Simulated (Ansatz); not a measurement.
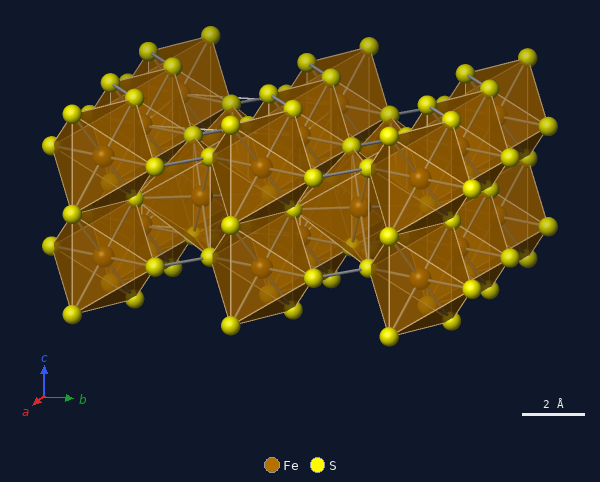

*The starting structure (polyhedral view of the cell of the calculation, repeated 2 × 2 × 1, seen slightly off an axis; polyhedra are completed across the faces of the cell).*

## Run report: FeS2, geometry relaxation (part 1 of 3)

The run: geometry relaxation of FeS2 (6 atoms in the cell). Method and program: DFT, PBE, plane waves, PAW, Ueff = 4 eV on Fe d, spin-polarised (Ansatz 0.2.0).

The structure derives from an entry of the Crystallography Open Database.

## Input file
```yaml
crystal:
  lattice:
    - [4.44, 0.0, 0.0]
    - [0.0, 5.39, 0.0]
    - [0.0, 0.0, 3.37]
  atoms:
    - { symbol: Fe, position: [0.0, 0.0, 0.0], spin: 0.05 }
    - { symbol: Fe, position: [0.5, 0.5, 0.5], spin: 0.05 }
    - { symbol: S, position: [0.203, 0.375, 0.0] }
    - { symbol: S, position: [0.297, 0.875, 0.5] }
    - { symbol: S, position: [0.797, 0.625, 0.0] }
    - { symbol: S, position: [0.703, 0.125, 0.5] }
basis:
  ecutwfc: 300
  ecutrho_ratio: 4
kpoints:
  mp_grid: { grid: [4, 4, 6] }
hamiltonian:
  xc: pbe
  hubbard: { sites: [{ species: Fe, l: d, u_eff: 4.0 }] }
scf:
  occupations: { method: gaussian, width: 0.05 }
  lower_state_search: "off"
output:
  forces: true
  stress: true
  eigenvalues: true
  populations: true
magnetization:
  spin_polarized: true
relax:
  f_tol: 0.04
  max_steps: 40
  cell: { stress_tol: 0.4, fix: [volume] }
checkpoint:
  read: start.run
  write: ck
  compress: false
  write_wavefunctions: false
  write_every: 100000
```

Machine: 2 threads of Arm Neoverse V1, 24 GiB of memory available, shared host.

Run as:
```bash
ansatz run input.yaml --threads 2 --pin off --max-ram 5120MiB --backend cpu --events-out ev --progress --plain --runs-dir out
```

## Log
```
Warning: basis.ecutwfc = 300 eV is below the records' recommended 420 eV, and the density's cutoff is lower with it unless basis.ecutrho_ratio is high enough to keep the records' density cutoff: compare with a run at a higher cutoff
Warning: basis.ecutrho_ratio = 4 (ecutrho = 1200 eV) is below the records' recommended 1680 eV
Warning: checkpoint.read: spin seed differs: saved 6ea6570b5a21…, current b88ea0f05a6e…; the loaded state replaces the seed-built initial guess (but the starting_ns of a DFT+U solve that opens without the state's occupation matrices), so the run may converge into the producing seed's basin, or, where the symmetry group that follows from this deck's starting moments and starting_ns does not hold the saved magnetisation, lose that magnetisation at its first build. Where atoms have moved since the state was saved, this difference can also decide whether moments are moved with them. A self-consistent run of this deck without the state starts from its starting moments and, under a DFT+U term, its starting_ns
Fe: projections on atomic orbitals take those of the free atom [Ne] 3s2 3p6 3d6 4s2, of charge +0.00 (hamiltonian.pseudopotentials.projection_atoms); the dataset's partial waves leave at most 1.1e-6 of an orbital's norm unspanned inside its sphere
S: projections on atomic orbitals take those of the free atom [Ne] 3s2 3p4, of charge +0.00 (hamiltonian.pseudopotentials.projection_atoms); the dataset's partial waves leave at most 1.6e-7 of an orbital's norm unspanned inside its sphere
Engine: ansatz 0.2.0, aarch64-unknown-linux-gnu
Pseudopotentials: kind: paw
Pseudopotential: Fe, paw, valence charge 16, recommended cutoff 420 eV (normal), Fe.paw.azcp
Pseudopotential: S, paw, valence charge 6, recommended cutoff 420 eV (normal), S.paw.azcp
Functional definition: PBE
  parameter kappa = 0.804
  parameter beta = 0.06672455060314922
  exchange = pbe_x(kappa = kappa, mu = beta*pi^2/3)
  correlation = pbe_c(beta = beta)
Crystal: 6 atoms, lattice volume = 80.649 Å³
Basis set: ecut = 300 eV, 943 PW (Γ), exchange–correlation on 54×64×40 points (8 copies of the dense FFT grid, shifted against one another)
Bands: 35, of which v1, the nominal top of the filled ones, is band 28 counted from 1 (27 counted from 0)
Symmetry: 8 space group operations
Space group: Pnnm (ITA 58), of the structure as read, at distance tolerance 4.3e-5 Å
Magnetic group: BNS 58.393 (UNI 491), of the structure as read, at distance tolerance 4.3e-5 Å
k-points: 36 of 96
Non-local potential: Fe, projectors of the file, l = 0: 3, l = 1: 2, l = 2: 3, l = 3: 1
Non-local potential: S, projectors of the file, l = 0: 2, l = 1: 2, l = 2: 2
PAW form: soft (Blöchl's): semilocal exchange-correlation on the pseudo side does not see the compensation charge
PAW one-centre angular grid: Fe, 590 points (default); XC on 64 Gauss nodes
PAW one-centre angular grid: S, 110 points (default); XC on 64 Gauss nodes
Initial density: read from a saved state, or passed on in memory by an earlier SCF of this step, an earlier step, the calling program or the single point that the run made first
Starting moments: Σ|m| = 0.1 μB on 2 of 6 sites; this step starts from the density that it was given
Initial wavefunctions: pseudopotential atomic-orbital guess
Functional: x = pbe(κ = 0.804, μ = 0.2195149727645171), c = pbe(β = 0.06672455060314922)
iter 1 solved again at ethr=2.19e-7 eV; its pass at ethr=3.10e-3 eV (dr2=1.23e-4 eV) is discarded
SCF iter   1: F=—  HF=-12565.243258 eV  |F-HF|=—  |Δ(HF+E_count)|=         —  Δρ=5.94e-6 (↑5.90e-6 ↓5.94e-6)  dr2=7.79e-8  dr2_m=3.76e-12  M=0.000 μB ∫|m|=0.000 μB  β_m=0.30  ethr=2.19e-7  ⟨swp⟩=3.0  Hψ=16862  notcnv=0
eigensolver tolerance schedule: the retry pair's looser diagonalisation over-reported the residual by 1572.04 of it (diagonalisation noise at 0.12 of the residual, at the tolerance the schedule requests for it); recorded, not acted on — ethr = c·dr2/N_el stays at c = 1.0e-1
preconditioner: auto → Resta (q_TF=auto, 2.567 Å⁻¹)  ε∞=10.3  [insulator: Δε(μ)=1.527 eV  Ē_g=8.570 eV  σ=0.050 eV  W_gap=1.00  n_scr=20 (ndim 8)  ℏωp=26.2 eV  f_vac=0.000  D(μ)=0.00/eV (n_scr^D=0)  ε∞_Penn≈10.3]
spin=Collinear: Resta preconditioning applied to the charge; magnetization (m = ρ↑ − ρ↓) channel mixes plain (no charge-response kernel on spin).
SCF iter   2: F=—  HF=-12565.243253 eV  |F-HF|=—  |Δ(HF+E_count)|=   5.70e-6  Δρ=4.14e-6 (↑4.08e-6 ↓4.14e-6)  dr2=2.50e-8  dr2_m=3.03e-12  M=0.000 μB ∫|m|=0.000 μB  β_m=0.38  ethr=1.39e-10  ⟨swp⟩=6.3  Hψ=9393  notcnv=0
SCF iter   3: F=-12565.243253 eV  HF=-12565.243253 eV  |F-HF|=1.95e-9  |Δ(HF+E_count)|=   1.30e-9  Δρ=2.79e-6 (↑2.75e-6 ↓2.79e-6)  dr2=1.38e-8  dr2_m=2.47e-12  M=0.000 μB ∫|m|=0.000 μB  ethr=4.47e-11  ⟨swp⟩=2.0  Hψ=6489  notcnv=0
WARN: the starting moments were not kept: the SCF closed with an absolute magnetisation of 5.9e-6 μB, where they sum to 0.1 μB in size (2 sites). That is at most 0.1 of that sum. Measured as dr2_m measures the in/out step, that magnetisation stands 2.0e-11 eV from none, at or under the dr2_threshold of 1.0e-7 eV: it is no larger than a step whose dr2_m would equal this threshold. The system may hold no moment; this SCF shows only that its start led to no more than that. This SCF took its magnetisation from a saved state (the deck's checkpoint.read, a session's seed or a resume), or from the single point or search that the run made first, and not from the starting moments. Where the run's atoms have moved since that state, how it is taken is a key of its own (checkpoint.density_extrapolation: follow_atoms, where typed, takes the whole of its magnetisation to them with its atoms, but for some exceptions; the density_extrapolation keyword of a session's seed is the same key). To be rid of a resumed run's state, run its deck in a fresh run directory. To be rid of the state of a single point that the run made first, give starting moments in the input or, where a deck that gives them still makes one, type scf.lower_state_search: off. To try another start, run it without that state.
SCF 1 converged in 3 iterations: F = -12565.243253 eV  dr2 = 1.38e-8
  greatest PAW one-centre occupation: 1.003 electrons in one spin orbital (limit 2), on the Fe atom at site 1 (counted from 0), in its partial waves of l = 1
relax step   1: F+E_penalty+E_count = -12565.24325268 eV  Δ(F+E_penalty+E_count) = +0.000e0 eV  max|allowed force component| = 7.890e-1 eV/Å  Δτ_max = 0.0000 Å  P = +7.483 GPa  Ω = 80.649 Å³  fix = [volume]  reactions: volume +7.483 GPa  (3 SCF iters, dr2 threshold 1.00e-7 eV, accepted)
Initial density: handed on by an earlier stage of this run
Initial wavefunctions: those handed on with the density
iter 1 solved again at ethr=6.94e-6 eV; its pass at ethr=3.10e-3 eV (dr2=3.88e-3 eV) is discarded
SCF iter   1: F=—  HF=-12565.329887 eV  |F-HF|=—  |Δ(HF+E_count)|=         —  Δρ=1.77e-3 (↑1.77e-3 ↓1.77e-3)  dr2=3.72e-3  dr2_m=2.05e-7  M=0.000 μB ∫|m|=0.000 μB  β_m=0.30  ethr=6.94e-6  ⟨swp⟩=1.2  Hψ=11804  notcnv=0
preconditioner: auto → Resta (q_TF=auto, 2.567 Å⁻¹)  ε∞=10.2  [insulator: Δε(μ)=1.681 eV  Ē_g=8.617 eV  σ=0.050 eV  W_gap=1.00  n_scr=20 (ndim 8)  ℏωp=26.2 eV  f_vac=0.000  D(μ)=0.00/eV (n_scr^D=0)  ε∞_Penn≈10.2]
spin=Collinear: Resta preconditioning applied to the charge; magnetization (m = ρ↑ − ρ↓) channel mixes plain (no charge-response kernel on spin).
SCF iter   2: F=—  HF=-12565.330746 eV  |F-HF|=—  |Δ(HF+E_count)|=   8.59e-4  Δρ=1.27e-3 (↑1.27e-3 ↓1.27e-3)  dr2=1.65e-3  dr2_m=1.04e-7  M=0.000 μB ∫|m|=0.000 μB  β_m=0.48  ethr=6.63e-6  ⟨swp⟩=2.2  Hψ=2979  notcnv=0
SCF iter   3: F=—  HF=-12565.331744 eV  |F-HF|=—  |Δ(HF+E_count)|=   9.98e-4  Δρ=8.46e-4 (↑8.46e-4 ↓8.46e-4)  dr2=6.56e-4  dr2_m=3.16e-8  M=0.000 μB ∫|m|=0.000 μB  β_m=0.72  ethr=2.94e-6  ⟨swp⟩=2.3  Hψ=3302  notcnv=0
SCF iter   4: F=—  HF=-12565.332655 eV  |F-HF|=—  |Δ(HF+E_count)|=   9.11e-4  Δρ=1.63e-4 (↑1.63e-4 ↓1.63e-4)  dr2=2.56e-5  dr2_m=4.19e-10  M=0.000 μB ∫|m|=0.000 μB  β_m=0.87  ethr=1.17e-6  ⟨swp⟩=2.1  Hψ=3763  notcnv=0
SCF iter   5: F=—  HF=-12565.332686 eV  |F-HF|=—  |Δ(HF+E_count)|=   3.07e-5  Δρ=5.78e-5 (↑5.78e-5 ↓5.78e-5)  dr2=7.84e-6  dr2_m=2.05e-11  M=0.000 μB ∫|m|=0.000 μB  β_m=0.94  ethr=4.57e-8  ⟨swp⟩=2.2  Hψ=3401  notcnv=0
SCF iter   6: F=-12565.332686 eV  HF=-12565.332686 eV  |F-HF|=1.92e-8  |Δ(HF+E_count)|=   2.99e-7  Δρ=5.20e-6 (↑5.20e-6 ↓5.19e-6)  dr2=2.37e-8  dr2_m=4.23e-12  M=0.000 μB ∫|m|=0.000 μB  ethr=1.07e-9  ⟨swp⟩=3.8  Hψ=9657  notcnv=0
the starting moments were not kept: the SCF closed with an absolute magnetisation of 1.0e-5 μB, where they sum to 0.1 μB in size (2 sites). That is at most 0.1 of that sum. Measured as dr2_m measures the in/out step, that magnetisation stands 4.1e-11 eV from none, at or under the dr2_threshold of 6.0e-7 eV: it is no larger than a step whose dr2_m would equal this threshold.
SCF 2 converged in 6 iterations: F = -12565.332686 eV  dr2 = 2.37e-8
relax step   2: F+E_penalty+E_count = -12565.33268641 eV  Δ(F+E_penalty+E_count) = -8.943e-2 eV  max|allowed force component| = 5.274e-1 eV/Å  Δτ_max = 0.0232 Å  P = +7.815 GPa  Ω = 80.649 Å³  energy of the carried Pulay correction = -3.975e-15 eV  fix = [volume]  reactions: volume +7.815 GPa  (6 SCF iters, dr2 threshold 6.00e-7 eV, accepted)
iter 1 solved again at ethr=4.89e-5 eV; its pass at ethr=3.10e-3 eV (dr2=2.74e-2 eV) is discarded
SCF iter   1: F=—  HF=-12565.313823 eV  |F-HF|=—  |Δ(HF+E_count)|=         —  Δρ=4.96e-3 (↑4.96e-3 ↓4.96e-3)  dr2=2.76e-2  dr2_m=5.79e-7  M=0.000 μB ∫|m|=0.000 μB  β_m=0.30  ethr=4.89e-5  ⟨swp⟩=1.2  Hψ=12148  notcnv=0
preconditioner: auto → Resta (q_TF=auto, 2.567 Å⁻¹)  ε∞=9.9  [insulator: Δε(μ)=1.783 eV  Ē_g=8.771 eV  σ=0.050 eV  W_gap=1.00  n_scr=20 (ndim 8)  ℏωp=26.2 eV  f_vac=0.000  D(μ)=0.00/eV (n_scr^D=0)  ε∞_Penn≈9.9]
spin=Collinear: Resta preconditioning applied to the charge; magnetization (m = ρ↑ − ρ↓) channel mixes plain (no charge-response kernel on spin).
SCF iter   2: F=—  HF=-12565.320263 eV  |F-HF|=—  |Δ(HF+E_count)|=   6.44e-3  Δρ=3.73e-3 (↑3.72e-3 ↓3.73e-3)  dr2=1.57e-2  dr2_m=2.94e-7  M=0.000 μB ∫|m|=0.000 μB  β_m=0.65  ethr=4.89e-5  ⟨swp⟩=2.0  Hψ=2708  notcnv=0
SCF iter   3: F=—  HF=-12565.335267 eV  |F-HF|=—  |Δ(HF+E_count)|=   1.50e-2  Δρ=3.41e-3 (↑3.41e-3 ↓3.41e-3)  dr2=2.62e-2  dr2_m=1.47e-8  M=0.000 μB ∫|m|=0.000 μB  β_m=0.58  ethr=2.80e-5  ⟨swp⟩=2.0  Hψ=4174  notcnv=0
SCF iter   4: F=—  HF=-12565.335012 eV  |F-HF|=—  |Δ(HF+E_count)|=   2.56e-4  Δρ=6.06e-4 (↑6.06e-4 ↓6.05e-4)  dr2=2.94e-4  dr2_m=4.33e-9  M=0.000 μB ∫|m|=0.000 μB  β_m=0.79  ethr=2.80e-5  ⟨swp⟩=2.3  Hψ=3976  notcnv=0
SCF iter   5: F=—  HF=-12565.335544 eV  |F-HF|=—  |Δ(HF+E_count)|=   5.32e-4  Δρ=1.34e-4 (↑1.34e-4 ↓1.34e-4)  dr2=1.63e-5  dr2_m=2.48e-11  M=0.000 μB ∫|m|=0.000 μB  β_m=0.89  ethr=5.24e-7  ⟨swp⟩=2.0  Hψ=3732  notcnv=0
SCF iter   6: F=—  HF=-12565.335565 eV  |F-HF|=—  |Δ(HF+E_count)|=   2.13e-5  Δρ=3.71e-5 (↑3.71e-5 ↓3.69e-5)  dr2=1.76e-6  dr2_m=2.10e-11  M=0.000 μB ∫|m|=0.000 μB  β_m=0.95  ethr=2.91e-8  ⟨swp⟩=2.7  Hψ=3948  notcnv=0
SCF iter   7: F=-12565.335566 eV  HF=-12565.335566 eV  |F-HF|=1.53e-8  |Δ(HF+E_count)|=   9.87e-7  Δρ=4.20e-6 (↑4.20e-6 ↓4.20e-6)  dr2=2.47e-8  dr2_m=8.53e-12  M=0.000 μB ∫|m|=0.000 μB  ethr=1.07e-9  ⟨swp⟩=5.2  Hψ=9227  notcnv=0
the starting moments were not kept: the SCF closed with an absolute magnetisation of 1.6e-5 μB, where they sum to 0.1 μB in size (2 sites). That is at most 0.1 of that sum. Measured as dr2_m measures the in/out step, that magnetisation stands 1.2e-10 eV from none, at or under the dr2_threshold of 6.0e-7 eV: it is no larger than a step whose dr2_m would equal this threshold.
SCF 3 converged in 7 iterations: F = -12565.335566 eV  dr2 = 2.47e-8
  greatest PAW one-centre occupation: 1.003 electrons in one spin orbital (limit 2), on the Fe atom at site 0 (counted from 0), in its partial waves of l = 1
relax step   3: F+E_penalty+E_count = -12565.33556616 eV  Δ(F+E_penalty+E_count) = -2.880e-3 eV  max|allowed force component| = 5.272e-1 eV/Å  Δτ_max = 0.0734 Å  P = +10.101 GPa  Ω = 80.649 Å³  fix = [volume]  reactions: volume +10.101 GPa  (7 SCF iters, dr2 threshold 6.00e-7 eV, accepted)
iter 1 solved again at ethr=1.21e-5 eV; its pass at ethr=3.10e-3 eV (dr2=6.76e-3 eV) is discarded
SCF iter   1: F=—  HF=-12565.386264 eV  |F-HF|=—  |Δ(HF+E_count)|=         —  Δρ=2.44e-3 (↑2.43e-3 ↓2.44e-3)  dr2=6.89e-3  dr2_m=3.93e-7  M=0.000 μB ∫|m|=0.000 μB  β_m=0.30  ethr=1.21e-5  ⟨swp⟩=1.2  Hψ=12091  notcnv=0
preconditioner: auto → Resta (q_TF=auto, 2.567 Å⁻¹)  ε∞=10.0  [insulator: Δε(μ)=1.810 eV  Ē_g=8.738 eV  σ=0.050 eV  W_gap=1.00  n_scr=20 (ndim 8)  ℏωp=26.2 eV  f_vac=0.000  D(μ)=0.00/eV (n_scr^D=0)  ε∞_Penn≈10.0]
spin=Collinear: Resta preconditioning applied to the charge; magnetization (m = ρ↑ − ρ↓) channel mixes plain (no charge-response kernel on spin).
SCF iter   2: F=—  HF=-12565.387717 eV  |F-HF|=—  |Δ(HF+E_count)|=   1.45e-3  Δρ=1.84e-3 (↑1.84e-3 ↓1.84e-3)  dr2=3.90e-3  dr2_m=1.99e-7  M=0.000 μB ∫|m|=0.000 μB  β_m=0.65  ethr=1.21e-5  ⟨swp⟩=1.0  Hψ=2520  notcnv=0
SCF iter   3: F=—  HF=-12565.391959 eV  |F-HF|=—  |Δ(HF+E_count)|=   4.24e-3  Δρ=1.87e-3 (↑1.87e-3 ↓1.87e-3)  dr2=9.09e-3  dr2_m=8.39e-11  M=0.000 μB ∫|m|=0.000 μB  β_m=0.48  ethr=6.96e-6  ⟨swp⟩=2.0  Hψ=4207  notcnv=0
SCF iter   4: F=—  HF=-12565.390975 eV  |F-HF|=—  |Δ(HF+E_count)|=   9.84e-4  Δρ=3.38e-4 (↑3.38e-4 ↓3.37e-4)  dr2=1.03e-4  dr2_m=4.06e-9  M=0.000 μB ∫|m|=0.000 μB  β_m=0.74  ethr=6.96e-6  ⟨swp⟩=2.2  Hψ=3850  notcnv=0
SCF iter   5: F=—  HF=-12565.391103 eV  |F-HF|=—  |Δ(HF+E_count)|=   1.28e-4  Δρ=1.10e-4 (↑1.10e-4 ↓1.10e-4)  dr2=1.82e-5  dr2_m=5.18e-11  M=0.000 μB ∫|m|=0.000 μB  β_m=0.87  ethr=1.84e-7  ⟨swp⟩=2.0  Hψ=3658  notcnv=0
SCF iter   6: F=—  HF=-12565.391108 eV  |F-HF|=—  |Δ(HF+E_count)|=   5.12e-6  Δρ=2.63e-5 (↑2.63e-5 ↓2.62e-5)  dr2=1.07e-6  dr2_m=1.27e-11  M=0.000 μB ∫|m|=0.000 μB  β_m=0.93  ethr=3.25e-8  ⟨swp⟩=2.0  Hψ=3121  notcnv=0
SCF iter   7: F=-12565.391109 eV  HF=-12565.391109 eV  |F-HF|=2.67e-10  |Δ(HF+E_count)|=   4.21e-7  Δρ=3.12e-6 (↑3.12e-6 ↓3.08e-6)  dr2=1.62e-8  dr2_m=3.75e-12  M=0.000 μB ∫|m|=0.000 μB  ethr=1.07e-9  ⟨swp⟩=4.5  Hψ=8726  notcnv=0
the starting moments were not kept: the SCF closed with an absolute magnetisation of 1.0e-5 μB, where they sum to 0.1 μB in size (2 sites). That is at most 0.1 of that sum. Measured as dr2_m measures the in/out step, that magnetisation stands 4.7e-11 eV from none, at or under the dr2_threshold of 6.0e-7 eV: it is no larger than a step whose dr2_m would equal this threshold.
SCF 4 converged in 7 iterations: F = -12565.391109 eV  dr2 = 1.62e-8
relax step   4: F+E_penalty+E_count = -12565.39110880 eV  Δ(F+E_penalty+E_count) = -5.554e-2 eV  max|allowed force component| = 1.489e-2 eV/Å  Δτ_max = 0.0344 Å  P = +8.832 GPa  Ω = 80.649 Å³  energy of the carried Pulay correction = +2.650e-15 eV  fix = [volume]  reactions: volume +8.832 GPa  (7 SCF iters, dr2 threshold 6.00e-7 eV, accepted)
Basis set: ecut = 300 eV, 943 PW (Γ), exchange–correlation on 50×64×40 points (8 copies of the dense FFT grid, shifted against one another)
Initial wavefunctions: pseudopotential atomic-orbital guess (no wavefunctions were taken with the density)
iter 1 solved again at ethr=3.34e-7 eV; its pass at ethr=3.10e-3 eV (dr2=1.87e-4 eV) is discarded
SCF iter   1: F=—  HF=-12565.386373 eV  |F-HF|=—  |Δ(HF+E_count)|=         —  Δρ=1.84e-4 (↑1.84e-4 ↓1.84e-4)  dr2=9.79e-6  dr2_m=3.70e-12  M=0.000 μB ∫|m|=0.000 μB  β_m=0.30  ethr=3.34e-7  ⟨swp⟩=3.0  Hψ=16953  notcnv=0
preconditioner: auto → Resta (q_TF=auto, 2.567 Å⁻¹)  ε∞=10.0  [insulator: Δε(μ)=1.837 eV  Ē_g=8.725 eV  σ=0.050 eV  W_gap=1.00  n_scr=20 (ndim 8)  ℏωp=26.2 eV  f_vac=0.000  D(μ)=0.00/eV (n_scr^D=0)  ε∞_Penn≈10.0]
spin=Collinear: Resta preconditioning applied to the charge; magnetization (m = ρ↑ − ρ↓) channel mixes plain (no charge-response kernel on spin).
SCF iter   2: F=—  HF=-12565.386547 eV  |F-HF|=—  |Δ(HF+E_count)|=   1.74e-4  Δρ=1.32e-4 (↑1.32e-4 ↓1.32e-4)  dr2=6.28e-6  dr2_m=4.15e-12  M=0.000 μB ∫|m|=0.000 μB  β_m=0.58  ethr=1.75e-8  ⟨swp⟩=2.0  Hψ=2941  notcnv=0
SCF iter   3: F=—  HF=-12565.386716 eV  |F-HF|=—  |Δ(HF+E_count)|=   1.69e-4  Δρ=5.89e-5 (↑5.89e-5 ↓5.89e-5)  dr2=4.05e-6  dr2_m=2.13e-12  M=0.000 μB ∫|m|=0.000 μB  β_m=0.58  ethr=1.12e-8  ⟨swp⟩=2.1  Hψ=3254  notcnv=0
SCF iter   4: F=—  HF=-12565.386729 eV  |F-HF|=—  |Δ(HF+E_count)|=   1.33e-5  Δρ=7.58e-6 (↑7.58e-6 ↓7.49e-6)  dr2=7.53e-8  dr2_m=1.70e-12  M=0.000 μB ∫|m|=0.000 μB  β_m=0.79  ethr=7.24e-9  ⟨swp⟩=2.1  Hψ=3228  notcnv=0
SCF iter   5: F=-12565.386729 eV  HF=-12565.386729 eV  |F-HF|=3.50e-9  |Δ(HF+E_count)|=   6.49e-8  Δρ=1.04e-6 (↑1.04e-6 ↓1.03e-6)  dr2=1.73e-9  dr2_m=7.91e-13  M=0.000 μB ∫|m|=0.000 μB  ethr=6.86e-12  ⟨swp⟩=2.3  Hψ=9077  notcnv=0
the starting moments were not kept: the SCF closed with an absolute magnetisation of 4.1e-6 μB, where they sum to 0.1 μB in size (2 sites). That is at most 0.1 of that sum. Measured as dr2_m measures the in/out step, that magnetisation stands 7.6e-12 eV from none, at or under the dr2_threshold of 3.8e-9 eV: it is no larger than a step whose dr2_m would equal this threshold.
SCF 5 converged in 5 iterations: F = -12565.386729 eV  dr2 = 1.73e-9
```
